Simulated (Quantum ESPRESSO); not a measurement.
**WS2: projected density-of-states run (part 2 of 3)**

The same run, continued: WS2 (P1, 3 atoms in the cell); Kohn-Sham DFT of a periodic cell, BLYP with D3, GBRV 1.5 PBE, no spin polarisation (Quantum ESPRESSO 7.5); cutoff 612.26 eV, 8×8×2 k-mesh, cold smearing of 0.2 eV. The structure derives from a Materials Project entry.

Geometry of the input (Å; fractional positions):
```
3.1835  0.0000  0.0000
-1.5918  2.7570  0.0000
0.0000  0.0000  16.9506
W  0.2606  0.6642  0.9856
S  0.7030  0.3346  0.9152
S  0.7030  0.3346  0.0992
```

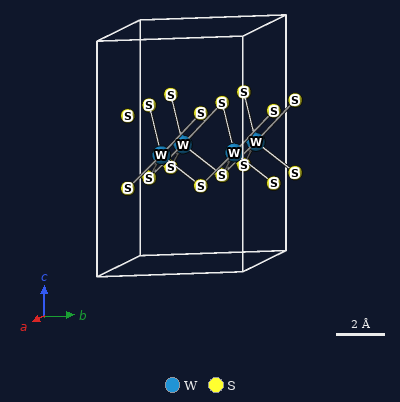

The structure (ball-and-stick view of the 2 × 2 repeat of the cell, with the vacuum cut short, seen slightly off an axis; bonded neighbours outside the cell are drawn too). An atom can appear more than once, as a periodic image.

The program's output, continued
```
   -73.1495 -37.9219 -37.5526 -37.3633 -12.8427 -10.9693  -5.9626  -4.5274
    -3.6331  -2.9269  -1.7177  -0.6680   0.6203   2.3508   2.7429   4.3153
     5.1958   6.9358   8.7017   8.8813

          k = 0.2500 0.4330 0.0000 (  5088 PWs)   bands (ev):

   -73.1493 -37.9452 -37.5272 -37.3723 -12.8538 -10.9799  -5.5141  -4.5049
    -3.4469  -2.6880  -2.1527  -1.0562  -0.0089   2.0569   2.7975   4.6253
     5.3910   7.2072   8.7671   9.3025

          k = 0.2500 0.4330-0.0939 (  5108 PWs)   bands (ev):

   -73.1493 -37.9453 -37.5273 -37.3724 -12.8538 -10.9799  -5.5141  -4.5050
    -3.4469  -2.6881  -2.1527  -1.0562  -0.0089   2.0568   2.7975   4.6253
     5.3910   7.2076   8.7502   9.3344

          k = 0.2500 0.5774 0.0000 (  5086 PWs)   bands (ev):

   -73.1478 -37.9111 -37.5504 -37.4124 -12.6945 -10.7520  -5.7152  -4.8954
    -3.5648  -2.7868  -2.1151  -1.5387   0.4588   2.1755   3.0774   4.5134
     5.8243   7.1250   8.5647   9.7333

          k = 0.2500 0.5774-0.0939 (  5094 PWs)   bands (ev):

   -73.1478 -37.9111 -37.5504 -37.4125 -12.6945 -10.7520  -5.7152  -4.8954
    -3.5648  -2.7868  -2.1151  -1.5387   0.4588   2.1754   3.0774   4.5134
     5.8243   7.1251   8.5647   9.7317

          k =-0.1250 0.0722 0.0000 (  5165 PWs)   bands (ev):

   -73.1650 -37.7566 -37.4496 -37.2901 -14.2449 -12.0106  -5.7374  -4.1372
    -3.8816  -2.0059  -0.6688   0.0487   1.5314   1.9742   2.6682   3.9661
     5.7452   5.8842   6.4112   6.9600

          k = 0.1250 0.0722 0.0000 (  5165 PWs)   bands (ev):

   -73.1648 -37.7744 -37.4699 -37.2592 -14.2023 -12.0514  -5.6278  -4.3493
    -3.4525  -1.9045  -1.0328   0.2974   0.8450   2.2342   2.7927   4.1003
     5.3942   5.9297   6.4637   7.0041

          k =-0.1250 0.0722-0.0939 (  5146 PWs)   bands (ev):

   -73.1650 -37.7566 -37.4495 -37.2900 -14.2449 -12.0106  -5.7374  -4.1372
    -3.8816  -2.0058  -0.6687   0.0487   1.5314   1.9743   2.6682   3.9663
     5.7471   5.9520   6.2053   7.3423

          k = 0.1250 0.0722-0.0939 (  5146 PWs)   bands (ev):

   -73.1648 -37.7743 -37.4698 -37.2592 -14.2023 -12.0514  -5.6278  -4.3493
    -3.4524  -1.9045  -1.0328   0.2974   0.8450   2.2343   2.7928   4.1003
     5.3880   6.0381   6.2277   7.3604

          k =-0.2500 0.1443 0.0000 (  5143 PWs)   bands (ev):

   -73.1590 -37.7736 -37.4577 -37.3949 -13.7450 -11.6148  -5.5984  -4.6137
    -3.9563  -2.1557  -1.4763  -0.2146   1.1367   1.8516   2.5939   4.3479
     6.1010   6.6602   7.2422   7.7437

          k = 0.2500 0.1443 0.0000 (  5143 PWs)   bands (ev):

   -73.1583 -37.8537 -37.5023 -37.2941 -13.6112 -11.7451  -5.3357  -4.4507
    -3.2619  -2.2189  -1.4133  -0.4859  -0.1637   2.1665   2.7467   4.6167
     5.6533   6.7690   7.2973   7.8556

          k =-0.2500 0.1443-0.0939 (  5148 PWs)   bands (ev):

   -73.1590 -37.7736 -37.4577 -37.3950 -13.7450 -11.6148  -5.5984  -4.6137
    -3.9563  -2.1557  -1.4763  -0.2146   1.1367   1.8516   2.5939   4.3479
     6.0958   6.7561   7.0020   8.1486

          k = 0.2500 0.1443-0.0939 (  5148 PWs)   bands (ev):

   -73.1583 -37.8537 -37.5023 -37.2941 -13.6112 -11.7451  -5.3356  -4.4507
    -3.2619  -2.2190  -1.4133  -0.4859  -0.1638   2.1665   2.7467   4.6167
     5.6504   6.8686   7.0917   8.0469

          k =-0.3750 0.2165 0.0000 (  5117 PWs)   bands (ev):

   -73.1529 -37.8032 -37.4959 -37.4541 -13.2265 -11.1127  -6.0618  -4.6069
    -3.9370  -3.3447  -1.4557  -0.0211   1.1792   2.0876   2.8057   4.5761
     6.0352   7.1468   7.8088   8.4598

          k = 0.3750 0.2165 0.0000 (  5117 PWs)   bands (ev):

   -73.1517 -37.9577 -37.5085 -37.3267 -13.0612 -11.2559  -5.9054  -3.7313
    -3.1930  -2.9639  -1.6734  -1.1009   0.1255   2.3787   2.8601   4.7067
     5.6536   6.6964   7.8332   8.5580

          k =-0.3750 0.2165-0.0939 (  5106 PWs)   bands (ev):

   -73.1529 -37.8031 -37.4959 -37.4540 -13.2265 -11.1127  -6.0618  -4.6069
    -3.9370  -3.3447  -1.4557  -0.0211   1.1793   2.0876   2.8057   4.5762
     6.0352   7.1489   7.8166   8.3722

          k = 0.3750 0.2165-0.0939 (  5106 PWs)   bands (ev):

   -73.1517 -37.9577 -37.5084 -37.3267 -13.0612 -11.2559  -5.9054  -3.7313
    -3.1930  -2.9639  -1.6734  -1.1009   0.1255   2.3787   2.8602   4.7068
     5.6536   6.6970   7.8308   8.5328

          k = 0.5000-0.2887 0.0000 (  5106 PWs)   bands (ev):

   -73.1504 -37.8202 -37.5296 -37.4554 -13.0058 -10.8559  -6.2717  -4.6293
    -4.0057  -3.9236  -1.2347  -0.0096   1.3663   2.7122   3.1208   4.2198
     5.6648   6.3689   8.2957   8.6957

          k =-0.5000-0.2887 0.0000 (  5106 PWs)   bands (ev):

   -73.1490 -38.0046 -37.5069 -37.3396 -12.8648 -10.9439  -6.2156  -3.7602
    -3.4892  -2.8131  -1.8522  -0.8576   0.4439   2.5610   3.3447   4.1487
     5.2477   5.8015   8.3795   9.0588

          k = 0.5000-0.2887-0.0939 (  5116 PWs)   bands (ev):

   -73.1504 -37.8202 -37.5296 -37.4554 -13.0058 -10.8559  -6.2717  -4.6293
    -4.0057  -3.9237  -1.2346  -0.0096   1.3663   2.7122   3.1206   4.2199
     5.6647   6.3689   8.2964   8.6943

          k =-0.5000-0.2887-0.0939 (  5116 PWs)   bands (ev):

   -73.1490 -38.0046 -37.5069 -37.3398 -12.8648 -10.9439  -6.2156  -3.7602
    -3.4892  -2.8131  -1.8522  -0.8576   0.4439   2.5609   3.3447   4.1487
     5.2476   5.8015   8.3798   9.0526

          k =-0.1250 0.2165 0.0000 (  5147 PWs)   bands (ev):

   -73.1607 -37.7641 -37.4817 -37.3455 -13.8624 -11.7535  -5.3564  -4.8283
    -3.9890  -2.0335  -0.8631  -0.3352   1.2940   1.6965   2.3906   4.2509
     5.9886   6.4842   6.9785   7.5579

          k = 0.2500 0.0000 0.0000 (  5147 PWs)   bands (ev):

   -73.1605 -37.7984 -37.4749 -37.3241 -13.8432 -11.7925  -5.3193  -4.7149
    -3.6584  -1.8175  -1.4232  -0.3780   0.6062   2.0047   2.7649   4.3164
     5.7943   6.4878   7.0304   7.5741

          k =-0.1250 0.2165 0.0939 (  5152 PWs)   bands (ev):

   -73.1607 -37.7641 -37.4817 -37.3455 -13.8624 -11.7535  -5.3564  -4.8283
    -3.9890  -2.0335  -0.8632  -0.3352   1.2940   1.6965   2.3906   4.2510
     5.9828   6.6176   6.7218   7.9168

          k = 0.2500 0.0000-0.0939 (  5152 PWs)   bands (ev):

   -73.1605 -37.7984 -37.4750 -37.3241 -13.8432 -11.7925  -5.3193  -4.7149
    -3.6584  -1.8175  -1.4232  -0.3780   0.6062   2.0046   2.7649   4.3164
     5.7886   6.6046   6.7841   7.9275

          k =-0.1250 0.3608 0.0000 (  5126 PWs)   bands (ev):

   -73.1543 -37.8144 -37.5427 -37.3732 -13.2627 -11.3447  -5.7589  -4.5122
    -4.0953  -2.3183  -1.6576  -0.6874   0.9162   1.8311   2.8936   4.5220
     5.6790   7.4814   7.8751   8.3981

          k =-0.2500 0.2887 0.0000 (  5126 PWs)   bands (ev):

   -73.1546 -37.7824 -37.5113 -37.4260 -13.3395 -11.2863  -5.7911  -4.6115
    -4.2381  -2.4986  -1.5059  -0.6641   1.0607   1.9246   2.8617   4.7189
     5.6460   7.4720   7.9277   8.4638

          k = 0.3750 0.0722 0.0000 (  5126 PWs)   bands (ev):

   -73.1539 -37.8895 -37.4977 -37.3551 -13.2481 -11.4030  -5.5577  -4.1828
    -3.7312  -2.5593  -1.6181  -0.8670   0.1295   1.9681   2.9718   4.7368
     5.6609   7.5163   7.7628   8.3350

          k =-0.2500-0.2887 0.0000 (  5126 PWs)   bands (ev):

   -73.1536 -37.9177 -37.5162 -37.3185 -13.2109 -11.4334  -5.4733  -4.0771
    -3.2229  -2.7013  -1.4617  -1.1915  -0.1795   2.2235   2.5516   4.5607
     5.8553   7.4467   7.7249   8.2113

          k = 0.3750-0.0722 0.0000 (  5126 PWs)   bands (ev):

   -73.1544 -37.8282 -37.4747 -37.4227 -13.3336 -11.3279  -5.5781  -4.6954
    -3.8893  -2.7293  -1.4722  -0.4891   0.5559   1.9465   2.8509   4.5101
     5.9186   7.5235   7.8568   8.4401

          k =-0.1250 0.3608 0.0939 (  5116 PWs)   bands (ev):

   -73.1543 -37.8144 -37.5427 -37.3731 -13.2627 -11.3447  -5.7589  -4.5122
    -4.0953  -2.3183  -1.6576  -0.6874   0.9162   1.8311   2.8937   4.5221
     5.6786   7.5260   7.8148   8.2481

          k =-0.2500 0.2887-0.0939 (  5116 PWs)   bands (ev):

   -73.1546 -37.7824 -37.5112 -37.4260 -13.3395 -11.2863  -5.7911  -4.6114
    -4.2381  -2.4986  -1.5059  -0.6640   1.0607   1.9246   2.8617   4.7189
     5.6459   7.5281   7.7985   8.4228

          k = 0.3750 0.0722-0.0939 (  5116 PWs)   bands (ev):

   -73.1539 -37.8895 -37.4977 -37.3550 -13.2481 -11.4030  -5.5577  -4.1828
    -3.7312  -2.5593  -1.6181  -0.8670   0.1296   1.9682   2.9718   4.7369
     5.6606   7.5337   7.7805   8.1660

          k =-0.2500-0.2887 0.0939 (  5116 PWs)   bands (ev):

   -73.1536 -37.9177 -37.5162 -37.3184 -13.2109 -11.4334  -5.4732  -4.0771
    -3.2229  -2.7013  -1.4617  -1.1915  -0.1795   2.2235   2.5516   4.5608
     5.8546   7.4820   7.6931   8.1411

          k = 0.3750-0.0722 0.0939 (  5116 PWs)   bands (ev):

   -73.1544 -37.8281 -37.4747 -37.4227 -13.3336 -11.3279  -5.5781  -4.6954
    -3.8893  -2.7293  -1.4722  -0.4891   0.5559   1.9465   2.8509   4.5101
     5.9183   7.5757   7.7707   8.3913

          k =-0.1250 0.5052 0.0000 (  5100 PWs)   bands (ev):

   -73.1497 -37.8901 -37.5636 -37.3776 -12.8391 -10.9555  -6.1174  -4.6147
    -3.6919  -2.8006  -1.8531  -0.9035   0.8060   2.4021   3.5670   3.9184
     5.4653   6.7710   8.4196   9.3268

          k =-0.3750 0.3608 0.0000 (  5100 PWs)   bands (ev):

   -73.1503 -37.8168 -37.5395 -37.4545 -12.9599 -10.8783  -6.1091  -4.7886
    -4.1136  -3.2690  -1.4718  -0.7248   1.0725   2.3618   3.7669   4.1674
     5.4960   6.8776   8.5380   9.3285

          k = 0.5000 0.1443 0.0000 (  5100 PWs)   bands (ev):

   -73.1492 -37.9724 -37.5044 -37.3688 -12.8615 -10.9672  -5.9638  -4.0645
    -3.3556  -3.0149  -1.6142  -1.4216   0.1977   2.3420   3.4728   4.3967
     5.4121   6.4073   8.6640   9.2729

          k =-0.3750-0.3608 0.0000 (  5100 PWs)   bands (ev):

   -73.1491 -37.9846 -37.5103 -37.3548 -12.8616 -10.9627  -5.9282  -3.9546
    -3.4296  -2.8357  -1.8024  -1.1690   0.0776   2.3273   2.9143   4.7324
     5.2583   6.4680   8.7894   9.0423

          k = 0.5000-0.1443 0.0000 (  5100 PWs)   bands (ev):

   -73.1502 -37.8394 -37.5098 -37.4639 -12.9633 -10.8966  -5.9959  -4.7076
    -4.1576  -3.3857  -1.3585  -0.6128   0.9304   2.3778   3.3824   4.4175
     5.3038   7.0231   8.7047   9.0654

          k =-0.1250 0.5052 0.0939 (  5102 PWs)   bands (ev):

   -73.1497 -37.8901 -37.5636 -37.3776 -12.8392 -10.9555  -6.1174  -4.6147
    -3.6919  -2.8006  -1.8531  -0.9035   0.8060   2.4021   3.5670   3.9184
     5.4652   6.7711   8.4179   9.3006

          k =-0.3750 0.3608-0.0939 (  5102 PWs)   bands (ev):

   -73.1503 -37.8168 -37.5395 -37.4544 -12.9599 -10.8783  -6.1091  -4.7886
    -4.1136  -3.2690  -1.4718  -0.7248   1.0725   2.3618   3.7669   4.1675
     5.4960   6.8777   8.5401   9.2948

          k = 0.5000 0.1443-0.0939 (  5102 PWs)   bands (ev):

   -73.1492 -37.9724 -37.5044 -37.3688 -12.8615 -10.9672  -5.9638  -4.0645
    -3.3556  -3.0149  -1.6142  -1.4216   0.1977   2.3420   3.4729   4.3967
     5.4121   6.4073   8.6604   9.2631

          k =-0.3750-0.3608 0.0939 (  5102 PWs)   bands (ev):

   -73.1491 -37.9846 -37.5102 -37.3548 -12.8616 -10.9627  -5.9282  -3.9546
    -3.4296  -2.8357  -1.8024  -1.1690   0.0776   2.3274   2.9143   4.7324
     5.2582   6.4680   8.7865   9.0319

          k = 0.5000-0.1443 0.0939 (  5102 PWs)   bands (ev):

   -73.1502 -37.8395 -37.5098 -37.4639 -12.9633 -10.8966  -5.9959  -4.7076
    -4.1576  -3.3857  -1.3585  -0.6128   0.9304   2.3778   3.3824   4.4175
     5.3038   7.0231   8.7075   9.0562

          k =-0.2500 0.4330 0.0000 (  5088 PWs)   bands (ev):

   -73.1500 -37.8368 -37.5591 -37.4264 -12.8779 -10.9265  -5.9116  -4.8461
    -3.8362  -2.7114  -1.8002  -1.4711   0.5585   2.3214   3.8997   4.2465
     5.3724   7.7752   8.6358   9.0537

          k = 0.5000 0.0000 0.0000 (  5088 PWs)   bands (ev):

   -73.1497 -37.8998 -37.4963 -37.4344 -12.8892 -10.9635  -5.6343  -4.5973
    -3.8950  -2.7859  -2.0510  -1.0127   0.1570   2.2261   3.4608   4.4897
     5.4214   7.5225   8.7535   9.2359

          k =-0.2500 0.4330 0.0939 (  5108 PWs)   bands (ev):

   -73.1500 -37.8369 -37.5592 -37.4265 -12.8779 -10.9265  -5.9117  -4.8462
    -3.8362  -2.7114  -1.8002  -1.4711   0.5584   2.3213   3.8997   4.2465
     5.3723   7.7754   8.6403   9.0195

          k = 0.5000 0.0000-0.0939 (  5108 PWs)   bands (ev):

   -73.1497 -37.8999 -37.4964 -37.4344 -12.8892 -10.9635  -5.6343  -4.5973
    -3.8950  -2.7859  -2.0510  -1.0127   0.1570   2.2261   3.4608   4.4897
     5.4214   7.5229   8.7502   9.2475

          k =-0.3750 0.5052 0.0000 (  5086 PWs)   bands (ev):

   -73.1481 -37.8739 -37.5379 -37.4520 -12.7292 -10.7371  -5.7775  -4.9400
    -3.8166  -2.8777  -2.3097  -1.2209   0.5477   2.4494   3.1695   4.3600
     6.1260   7.1685   8.4112   9.7454

          k = 0.6250 0.0722 0.0000 (  5086 PWs)   bands (ev):

   -73.1475 -37.9485 -37.5160 -37.4152 -12.7113 -10.7543  -5.6269  -4.6929
    -3.3909  -2.9599  -2.0318  -1.6377   0.2767   1.9181   3.1859   4.5796
     6.0109   6.9606   8.3782   9.9047

          k =-0.3750 0.5052-0.0939 (  5094 PWs)   bands (ev):

   -73.1481 -37.8739 -37.5379 -37.4521 -12.7292 -10.7371  -5.7775  -4.9400
    -3.8166  -2.8777  -2.3097  -1.2209   0.5477   2.4494   3.1695   4.3600
     6.1260   7.1685   8.4112   9.7434

          k = 0.6250 0.0722-0.0939 (  5094 PWs)   bands (ev):

   -73.1475 -37.9485 -37.5161 -37.4153 -12.7113 -10.7543  -5.6269  -4.6930
    -3.3909  -2.9599  -2.0318  -1.6377   0.2767   1.9181   3.1859   4.5796
     6.0108   6.9606   8.3782   9.9029

     the Fermi energy is     1.5604 ev

!    total energy              =    -206.83320595 Ry
     estimated scf accuracy    <          4.4E-10 Ry
     smearing contrib. (-TS)   =       0.00008977 Ry
     internal energy E=F+TS    =    -206.83329573 Ry

     The total energy is F=E-TS. E is the sum of the following terms:
     one-electron contribution =    -863.01247164 Ry
     hartree contribution      =     432.13578803 Ry
     xc contribution           =     -57.93033488 Ry
     ewald contribution        =     282.03896448 Ry
     DFT-D3 Dispersion         =      -0.06524172 Ry

     convergence has been achieved in  11 iterations

     negative rho (up, down):  6.536E-02 0.000E+00

     Forces acting on atoms (cartesian axes, Ry/au):

     atom    1 type  1   force =     0.35180433    0.09990834    0.48239729
     atom    2 type  2   force =    -0.31035424   -0.10967118   -0.40882132
     atom    3 type  2   force =    -0.04145009    0.00976284   -0.07357597

     Total force =     0.805707     Total SCF correction =     0.000088

     Computing stress (Cartesian axis) and pressure

     negative rho (up, down):  6.536E-02 0.000E+00
          total   stress  (Ry/bohr**3)                   (kbar)     P=      104.91
   0.00075179   0.00049295   0.00054740          110.59       72.52       80.53
   0.00049295   0.00074864   0.00028190           72.52      110.13       41.47
   0.00054740   0.00028190   0.00063899           80.53       41.47       94.00

=------------------------------------------------------------------------------=
   JOB DONE.
=------------------------------------------------------------------------------=
```

File projwfc.out
```
This program is part of the open-source Quantum ESPRESSO suite
     for quantum simulation of materials; please cite
         "P. Giannozzi et al., J. Phys.:Condens. Matter 21 395502 (2009);
         "P. Giannozzi et al., J. Phys.:Condens. Matter 29 465901 (2017);
         "P. Giannozzi et al., J. Chem. Phys. 152 154105 (2020);
          URL
     in publications or presentations arising from this work. More details at

     ./tmp/pwscf.save/

     IMPORTANT: XC functional enforced from input :
     Exchange-correlation= BLYP
                           (   1   3   1   3   0   0   0)
     Any further DFT definition will be discarded
     Please, verify this is what you really want

     G-vector sticks info
     --------------------
     sticks:   dense  smooth     PW     G-vecs:    dense   smooth      PW
     Sum         913     439    139               115705    40871    6885

     Using Slab Decomposition

     negative rho (up, down):  6.536E-02 0.000E+00

     Optimized tetrahedron method (read from file)
     [opt_tetra]  Optimized tetrahedron method is used.

     Calling projwave ....

  Problem Sizes
  natomwfc =           21
  nbnd     =           20
  nkstot   =          218
  npwx     =         5162
  nkb      =           62

     Atomic states used for projection
     (read from pseudopotential files):

     state #   1: atom   1 (W  ), wfc  1 (l=0 m= 1)
     state #   2: atom   1 (W  ), wfc  2 (l=1 m= 1)
     state #   3: atom   1 (W  ), wfc  2 (l=1 m= 2)
     state #   4: atom   1 (W  ), wfc  2 (l=1 m= 3)
     state #   5: atom   1 (W  ), wfc  3 (l=2 m= 1)
     state #   6: atom   1 (W  ), wfc  3 (l=2 m= 2)
     state #   7: atom   1 (W  ), wfc  3 (l=2 m= 3)
     state #   8: atom   1 (W  ), wfc  3 (l=2 m= 4)
     state #   9: atom   1 (W  ), wfc  3 (l=2 m= 5)
     state #  10: atom   1 (W  ), wfc  4 (l=0 m= 1)
     state #  11: atom   1 (W  ), wfc  5 (l=1 m= 1)
     state #  12: atom   1 (W  ), wfc  5 (l=1 m= 2)
     state #  13: atom   1 (W  ), wfc  5 (l=1 m= 3)
     state #  14: atom   2 (S  ), wfc  1 (l=0 m= 1)
     state #  15: atom   2 (S  ), wfc  2 (l=1 m= 1)
     state #  16: atom   2 (S  ), wfc  2 (l=1 m= 2)
     state #  17: atom   2 (S  ), wfc  2 (l=1 m= 3)
     state #  18: atom   3 (S  ), wfc  1 (l=0 m= 1)
     state #  19: atom   3 (S  ), wfc  2 (l=1 m= 1)
     state #  20: atom   3 (S  ), wfc  2 (l=1 m= 2)
     state #  21: atom   3 (S  ), wfc  2 (l=1 m= 3)

[... projections at each k point ...]
Lowdin Charges:

     Atom #   1: total charge =  14.5789, s =  2.4123,
     Atom #   1: total charge =  14.5789, p =  7.1680, pz=  2.4031, px=  2.3790, py=  2.3859,
     Atom #   1: total charge =  14.5789, d =  4.9985, dz2=  1.0114, dxz=  0.9515, dyz=  0.9559, dx2-y2=  1.0268, dxy=  1.0530,
     Atom #   2: total charge =   5.4185, s =  1.3854,
     Atom #   2: total charge =   5.4185, p =  4.0331, pz=  1.4844, px=  1.2617, py=  1.2870,
     Atom #   2: total charge =   5.4185, d =  0.0000, dz2=  0.0000, dxz=  0.0000, dyz=  0.0000, dx2-y2=  0.0000, dxy=  0.0000,
     Atom #   3: total charge =   5.8260, s =  1.6944,
     Atom #   3: total charge =   5.8260, p =  4.1316, pz=  1.4378, px=  1.3309, py=  1.3629,
     Atom #   3: total charge =   5.8260, d =  0.0000, dz2=  0.0000, dxz=  0.0000, dyz=  0.0000, dx2-y2=  0.0000, dxy=  0.0000,
     Spilling Parameter:   0.0068

=------------------------------------------------------------------------------=
   JOB DONE.
=------------------------------------------------------------------------------=
```

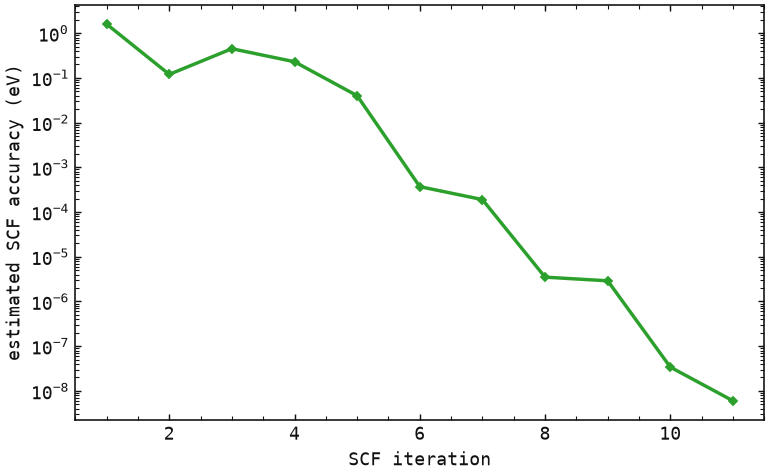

Convergence of the self-consistent field: estimated SCF accuracy against the iteration. The field takes 11 iterations in all.
